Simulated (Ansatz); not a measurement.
## CdO: geometry relaxation (part 2 of 2)

The same run, continued: CdO (Fm-3m, 2 atoms in the cell); DFT, PBE, plane waves, PAW, no spin polarisation (Ansatz 0.2.0); cutoff 420 eV, 6×6×6 k-mesh, Gaussian smearing of 0.1 eV. The structure derives from an entry of the Crystallography Open Database. The settings are looser than a standard set-up, so the numbers are not reference values.

Geometry of the input (Å; fractional positions):
```
0.0000  2.3495  2.3495
2.3495  0.0000  2.3495
2.3495  2.3495  0.0000
Cd 0.0000  0.0000  0.0000
O  0.5000  0.5000  0.5000
```

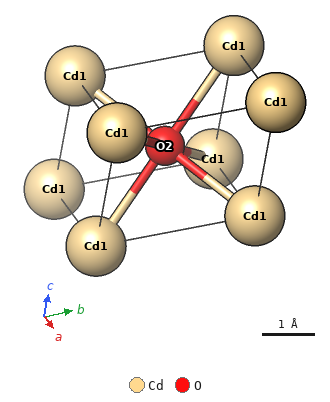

The geometry at step 3 of the log (ball-and-stick view of the cell of the calculation, seen slightly off an axis; atoms are numbered from 1 in the order of the input).

Log, continued:
```
SCF iter   1: F=—  HF=-8821.441624 eV  |F-HF|=—  |Δ(HF+E_count)|=         —  Δρ=1.13e-4  dr2=3.02e-6  ethr=1.99e-8  ⟨swp⟩=2.0  Hψ=1499  notcnv=0
preconditioner: auto → none  [insulator: Δε(μ)=1.449 eV  Ē_g=15.122 eV  σ=0.100 eV  W_gap=0.90  n_scr=14 (ndim 8)  ℏωp=30.3 eV  f_vac=0.003  D(μ)=0.26/eV (n_scr^D=0)  ε∞_Penn≈5.0]
SCF iter   2: F=—  HF=-8821.441622 eV  |F-HF|=—  |Δ(HF+E_count)|=   1.39e-6  Δρ=5.70e-5  dr2=5.07e-7  ethr=1.16e-8  ⟨swp⟩=2.8  Hψ=508  notcnv=0
iter 3 did not close the SCF: its close was put off for the readings that it lacked (scf_convergence_deferred on its scf_iter line)
SCF iter   3: F=-8821.441622 eV  HF=-8821.441622 eV  |F-HF|=1.41e-8  |Δ(HF+E_count)|=   5.44e-8  Δρ=1.36e-5  dr2=5.18e-8  ethr=1.95e-9  ⟨swp⟩=2.9  Hψ=476  notcnv=0
iter 4 did not close the SCF: its close was put off for the readings that it lacked (scf_convergence_deferred on its scf_iter line)
SCF iter   4: F=-8821.441622 eV  HF=-8821.441622 eV  |F-HF|=3.27e-11  |Δ(HF+E_count)|=  3.67e-10  Δρ=2.55e-6  dr2=1.36e-9  ethr=1.99e-10  ⟨swp⟩=2.1  Hψ=411  notcnv=0
iter 5 did not close the SCF: its close was put off for the readings that it lacked (scf_convergence_deferred on its scf_iter line)
SCF iter   5: F=-8821.441622 eV  HF=-8821.441622 eV  |F-HF|=1.82e-12  |Δ(HF+E_count)|=  2.71e-10  Δρ=2.42e-7  dr2=4.86e-12  ethr=5.24e-12  ⟨swp⟩=2.0  Hψ=347  notcnv=0
SCF iter   6: F=-8821.441622 eV  HF=-8821.441622 eV  |F-HF|=1.82e-12  |Δ(HF+E_count)|=  1.82e-12  Δρ=2.24e-8  dr2=4.40e-14  ethr=1.00e-12  ⟨swp⟩=3.1  Hψ=969  notcnv=0
SCF 6 converged in 6 iterations: F = -8821.441622 eV  dr2 = 4.40e-14
relax step   6: F+E_penalty+E_count = -8821.44162217 eV  Δ(F+E_penalty+E_count) = +1.079e-4 eV  max|allowed force component| = 7.100e-30 eV/Å  Δτ_max = 0.0000 Å  P = +0.007 GPa  Ω = 27.100 Å³  energy of the carried Pulay correction = -1.393e-4 eV  (6 SCF iters, dr2 threshold 1.20e-7 eV, accepted)
iter 1 solved again at ethr=9.42e-9 eV; its pass at ethr=3.10e-3 eV (dr2=2.45e-6 eV) is discarded
SCF iter   1: F=—  HF=-8821.441807 eV  |F-HF|=—  |Δ(HF+E_count)|=         —  Δρ=1.69e-5  dr2=1.24e-8  ethr=9.42e-9  ⟨swp⟩=3.1  Hψ=1881  notcnv=0
SCF iter   2: F=—  HF=-8821.441806 eV  |F-HF|=—  |Δ(HF+E_count)|=   5.79e-7  Δρ=7.48e-6  dr2=1.91e-9  ethr=4.77e-11  ⟨swp⟩=2.0  Hψ=417  notcnv=0
SCF iter   3: F=—  HF=-8821.441806 eV  |F-HF|=—  |Δ(HF+E_count)|=   6.34e-9  Δρ=1.32e-6  dr2=1.15e-10  ethr=7.35e-12  ⟨swp⟩=2.0  Hψ=417  notcnv=0
iter 4 did not close the SCF: its close was put off for the readings that it lacked (scf_convergence_deferred on its scf_iter line)
SCF iter   4: F=-8821.441806 eV  HF=-8821.441806 eV  |F-HF|=3.64e-12  |Δ(HF+E_count)|=  1.78e-10  Δρ=3.70e-7  dr2=1.35e-11  ethr=1.00e-12  ⟨swp⟩=2.8  Hψ=520  notcnv=0
iter 5 did not close the SCF: its close was put off for the readings that it lacked (scf_convergence_deferred on its scf_iter line)
SCF iter   5: F=-8821.441806 eV  HF=-8821.441806 eV  |F-HF|=1.82e-12  |Δ(HF+E_count)|=  9.09e-12  Δρ=4.09e-8  dr2=1.11e-13  ethr=1.00e-12  ⟨swp⟩=1.0  Hψ=272  notcnv=0
iter 6 did not close the SCF: its close was put off for the readings that it lacked (scf_convergence_deferred on its scf_iter line)
SCF iter   6: F=-8821.441806 eV  HF=-8821.441806 eV  |F-HF|=0.00e0  |Δ(HF+E_count)|=  1.82e-12  Δρ=7.17e-9  dr2=3.89e-15  ethr=1.00e-12  ⟨swp⟩=1.0  Hψ=272  notcnv=0
iter 7 did not close the SCF: its close was put off for the readings that it lacked (scf_convergence_deferred on its scf_iter line)
SCF iter   7: F=-8821.441806 eV  HF=-8821.441806 eV  |F-HF|=1.82e-12  |Δ(HF+E_count)|=  1.82e-12  Δρ=5.85e-10  dr2=2.67e-17  ethr=1.00e-12  ⟨swp⟩=1.0  Hψ=272  notcnv=0
SCF iter   8: F=-8821.441806 eV  HF=-8821.441806 eV  |F-HF|=1.82e-12  |Δ(HF+E_count)|=  1.82e-12  Δρ=8.93e-11  dr2=1.13e-18  ethr=1.00e-12  ⟨swp⟩=1.0  Hψ=608  notcnv=0
SCF 7 converged in 8 iterations: F = -8821.441806 eV  dr2 = 1.13e-18
relax step   7: F+E_penalty+E_count = -8821.44180614 eV  Δ(F+E_penalty+E_count) = -1.840e-4 eV  max|allowed force component| = 3.648e-30 eV/Å  Δτ_max = 0.0000 Å  P = +0.009 GPa  Ω = 27.100 Å³  stress off target by 9.34e-3 GPa  SCF on the basis re-selected at this cell (its energy is not comparable with the rows above)  (8 SCF iters)
```

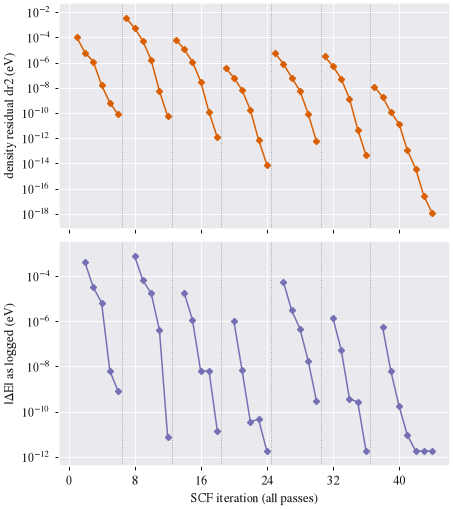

Convergence of the self-consistent field: density residual dr2 and size of the energy change against the SCF iteration. The dotted lines part the SCF passes of the relaxation: geometry steps, rejected trials and re-solves on a re-selected basis. The 7 passes take 6 to 8 iterations each, 44 in all.

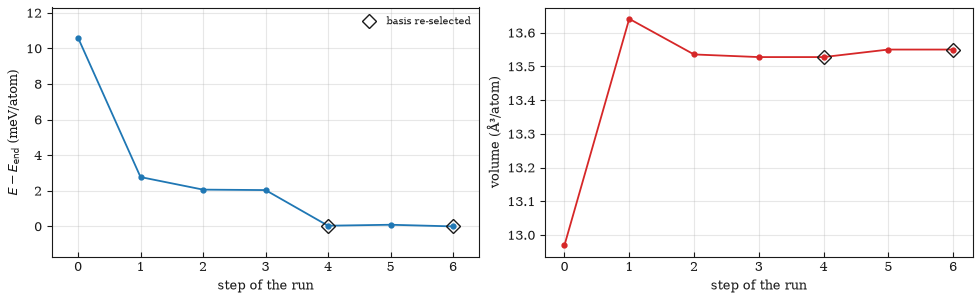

Progress of the relaxation, step by step (the first geometry is step 0 here and step 1 in the log).

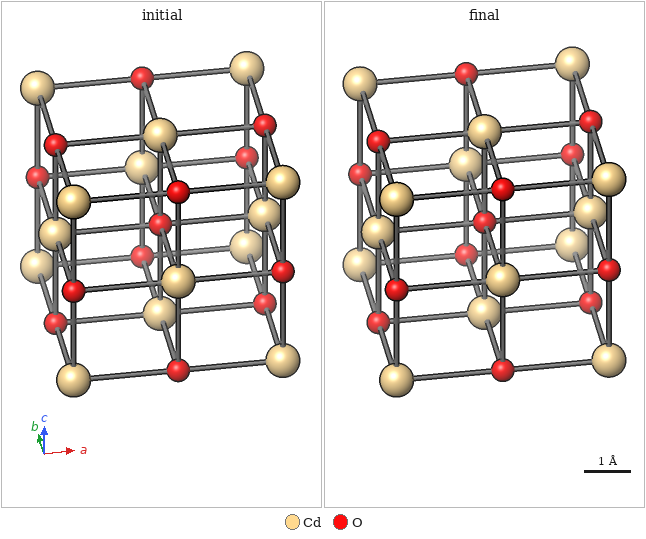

Before (left) and after (right) the relaxation, at one scale (ball-and-stick view of the cell 4 times as large as that of the calculation, set on its symmetry axes, seen at an oblique angle). Over 4 geometry steps the energy falls by 10.5 meV per atom. All forces vanish by symmetry, so only the cell relaxes. The pressure goes from 6.14 to 0.01 GPa. The basis was re-selected once at an unchanged geometry, which shifts the energy a little without any move. No atom moves by more than 0.005 Å relative to the cell. Cell: a = b = c 4.699 → 4.768 Å (+1.5 %). Volume +4.5 %. Distances before and after: Cd1–O2 2.349 → 2.384 Å. The space group stays Fm-3m (No. 225). The energy change given includes the shifts at the re-selections in mid-walk, which come without any move. A last SCF at the same geometry on a re-selected plane-wave basis shifts the energy by −0.1 meV per atom. (Atoms are counted from 1 in the order of the input.)

```
basis re-selected at this cell: Δ(F+E_penalty+E_count) = -1.840e-4 eV, ΔP = +0.002 GPa vs the last step (what re-selecting the basis moved, of the pressure what is left beyond the Pulay correction that the steps carried, after the strain that the cell walked since its last selection, with what the two solves' SCF thresholds leave and, on support functions, any second-order correction that the steps lacked; it is no measure of the basis error at this ecutwfc). This SCF's stress stands 9.34e-3 GPa from its target on what of the cell is left free (relax.cell.stress_tol is 5.00e-2 GPa) and its largest allowed force component is 3.65e-30 eV/Å (relax.f_tol is 5.00e-3 eV/Å): within both
SCF converged after 8 iterations
Free energy (F): -8821.441806 eV
Harris-Foulkes:  -8821.441806 eV  (|F-HF|=1.82e-12)
Internal energy: -8821.440523 eV  (E = F + TS)
E sigma→0 (E₀):  -8821.441164 eV
Entropy (-TS):   -0.001283 eV (-0.642 meV/atom)
Fermi energy:    11.923501 eV
--- Per-component energies (eV) ---
  E_band       = -372.055262
  E_kinetic    = 678.645385
  E_local      = -3114.320434  (includes V_loc(G=0)·N_el)
  E_nonlocal   = 83.700702
  E_hartree    = 1436.740372
  E_xc         = -249.875595
  E_vxc        = -314.958766  (∫ρ·V_xc dr)
  E_paw        = -4242.927283  (= ΣΔE_a)
  E_vpaw       = -578.605264  (= ΣTr[D̂ρ^β])
  E_aug_tail   = 0.002372  (compensation charges beyond the density's cutoff)
  E_ewald      = -3413.406041
  E_smearing   = -0.001283  (= −TS)
  E_closure    = -0.000000  (closes the sum)
  Σ components = -8821.441806   (vs F -8821.441806, Δ=0.00e0)
--- Forces (eV/Å), atoms counted from 1 ---
  atom   1  Cd    -0.00000000     0.00000000    -0.00000000
  atom   2  O      0.00000000    -0.00000000     0.00000000
  max |Σ_I F_I| component: 5.32e-30 eV/Å
--- Stress (GPa, compression-positive) ---
        0.009339       0.000000       0.000000
        0.000000       0.009339       0.000000
        0.000000       0.000000       0.009339
  P = ⅓ Tr σ = 0.0093 GPa (0.093 kbar)
--- Band table (eV; the first three rows and the last of 16) ---
  k-point 0: bands = ["-88.5528", "-49.6408", "-49.6408", "-49.6408", "-5.2129", "5.2071", "5.2071", "5.2071", "5.4837", "5.4837", "10.6363", "10.6363", "10.6363", "11.3444", "26.3234", "28.5722", "28.5722"]
  k-point 1: bands = ["-88.5526", "-49.6442", "-49.6413", "-49.6413", "-5.0482", "5.1021", "5.1853", "5.1853", "5.4044", "5.4044", "9.1043", "10.9494", "10.9494", "13.2814", "23.6793", "26.6317", "26.6317"]
  k-point 2: bands = ["-88.5522", "-49.6508", "-49.6424", "-49.6424", "-4.6951", "4.7056", "4.8586", "4.8586", "5.5899", "5.5899", "8.2511", "11.5427", "11.5427", "15.2958", "20.3043", "24.3942", "24.3942"]
  k-point 15: bands = ["-88.5518", "-49.6516", "-49.6479", "-49.6462", "-4.5618", "4.9326", "5.2305", "5.3837", "5.8270", "6.0025", "8.5394", "9.4365", "9.9923", "16.9514", "20.2941", "21.1916", "23.0371"]
--- Relaxed structure (5 steps of the walk, 5 accepted, 2 SCFs on fresh bases) ---
  F+E_penalty+E_count = -8821.44180614 eV   max|allowed force component| = 3.648e-30 eV/Å   (the final SCF, on the basis selected at the relaxed cell)
  cell:  # Å, volume = 27.1004 Å³
    - [2.5795366990138103e-34, 2.3840493258989985, 2.3840493258989985]
    - [2.3840493258989985, 6.225903095333882e-34, 2.3840493258989985]
    - [2.3840493258989985, 2.3840493258989985, 6.608060605161469e-34]
  atoms:
    - { symbol: Cd, position: [1.1740767865242641e-36, -1.0139754065418824e-36, -3.148660472952864e-36] }
    - { symbol: O, position: [0.5, 0.5, 0.5] }
```

Trajectory as extended XYZ (Å, eV, eV/Å), 7 frames, from step=1 to step=7:
```
2
Lattice="0.0000 2.3495 2.3495 2.3495 0.0000 2.3495 2.3495 2.3495 0.0000" Properties=species:S:1:pos:R:3:forces:R:3 step=1 energy=-8821.42060 pressure_GPa=6.14
Cd    0.0000    0.0000    0.0000    0.0000   0.0000   0.0000
O     2.3495    2.3495    2.3495    0.0000   0.0000   0.0000
2
Lattice="0.0000 2.3894 2.3894 2.3894 0.0000 2.3894 2.3894 2.3894 0.0000" Properties=species:S:1:pos:R:3:forces:R:3 step=2 energy=-8821.43626 pressure_GPa=-1.09
Cd    0.0000    0.0000    0.0000    0.0000   0.0000   0.0000
O     2.3894    2.3894    2.3894    0.0000   0.0000   0.0000
2
Lattice="0.0000 2.3832 2.3832 2.3832 0.0000 2.3832 2.3832 2.3832 0.0000" Properties=species:S:1:pos:R:3:forces:R:3 step=3 energy=-8821.43767 pressure_GPa=-0.08
Cd    0.0000    0.0000    0.0000    0.0000   0.0000   0.0000
O     2.3832    2.3832    2.3832    0.0000   0.0000   0.0000
2
Lattice="0.0000 2.3827 2.3827 2.3827 0.0000 2.3827 2.3827 2.3827 0.0000" Properties=species:S:1:pos:R:3:forces:R:3 step=4 energy=-8821.43772 pressure_GPa=0.00
Cd    0.0000    0.0000    0.0000    0.0000   0.0000   0.0000
O     2.3827    2.3827    2.3827    0.0000   0.0000   0.0000
2
Lattice="0.0000 2.3827 2.3827 2.3827 0.0000 2.3827 2.3827 2.3827 0.0000" Properties=species:S:1:pos:R:3:forces:R:3 step=5 energy=-8821.44173 pressure_GPa=0.22
Cd    0.0000    0.0000    0.0000    0.0000   0.0000   0.0000
O     2.3827    2.3827    2.3827    0.0000   0.0000   0.0000
2
Lattice="0.0000 2.3840 2.3840 2.3840 0.0000 2.3840 2.3840 2.3840 0.0000" Properties=species:S:1:pos:R:3:forces:R:3 step=6 energy=-8821.44162 pressure_GPa=0.01
Cd    0.0000    0.0000    0.0000    0.0000   0.0000   0.0000
O     2.3840    2.3840    2.3840    0.0000   0.0000   0.0000
2
Lattice="0.0000 2.3840 2.3840 2.3840 0.0000 2.3840 2.3840 2.3840 0.0000" Properties=species:S:1:pos:R:3:forces:R:3 step=7 energy=-8821.44181 pressure_GPa=0.01
Cd    0.0000    0.0000    0.0000    0.0000   0.0000   0.0000
O     2.3840    2.3840    2.3840    0.0000   0.0000   0.0000
```

Results in brief:

```json
{"quantity": "outcome", "value": "converged"}
{"quantity": "space group (tolerance 0.01 Å)", "value": "Fm-3m (225)"}
{"quantity": "electrons treated", "value": "26"}
{"quantity": "free energy", "value": "−8821.4418 eV"}
{"quantity": "Fermi energy", "value": "11.924 eV"}
{"quantity": "gap on the k-point mesh", "value": "none (metallic)"}
{"quantity": "pressure", "value": "0.01 GPa"}
{"quantity": "final volume", "value": "27.10 Å³"}
{"quantity": "largest force (length of the vector) at the end", "value": "under 0.001 eV/Å"}
{"quantity": "final cell", "value": "a = 3.372 Å, b = 3.372 Å, c = 3.372 Å, α = 60.00°, β = 60.00°, γ = 60.00°"}
{"quantity": "wall time", "value": "4.9 s"}
{"quantity": "peak memory", "value": "0.28 GiB"}
```

Notes:

These settings are looser than, or depart from, a standard set-up, so the numbers are not reference values for this system.
